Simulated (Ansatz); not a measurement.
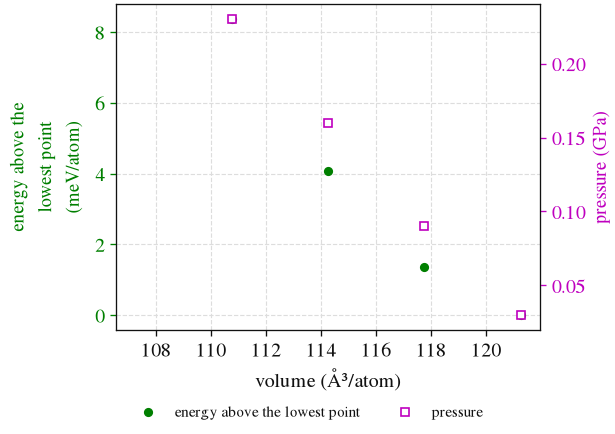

The picture above shows the energy above the lowest point and pressure against volume for Cs, space group Im-3m (No. 229) (one of a set of cubic test structures, which need not be the stable phase).

Calculation (Ansatz 0.2.0 development build): equation of state of a cubic crystal from periodic Kohn-Sham density functional theory without spin; pressure corrected for the finite basis. Level: r2SCAN.

| setting | value |
| --- | --- |
| structure type | bcc |
| atoms in cell | 1 |
| space group number | 229 |
| lattice centring | body-centred primitive |
| k mesh | 8×8×8 |
| occupation method | Fermi–Dirac |
| occupation width | 0.1 eV |
| wave cutoff | 520 eV |
| datasets | hand-made PAW |
| density tolerance | 1e−09 eV |
| bands | 9 |
| density cutoff ratio | 4 |
| search for lower states | default |
| xc grid level | 2 |

The point at volume 107.3 Å³/atom is left out of the plot. What does the calculation give there?

| volume (Å³/atom) | energy above the lowest point (meV/atom) | pressure (GPa) |
| --- | --- | --- |
| 107.3 | 14.4 | 0.32 |

Keep in mind: the volumes run don't bracket the minimum of the energy, so any equilibrium value is extrapolated.
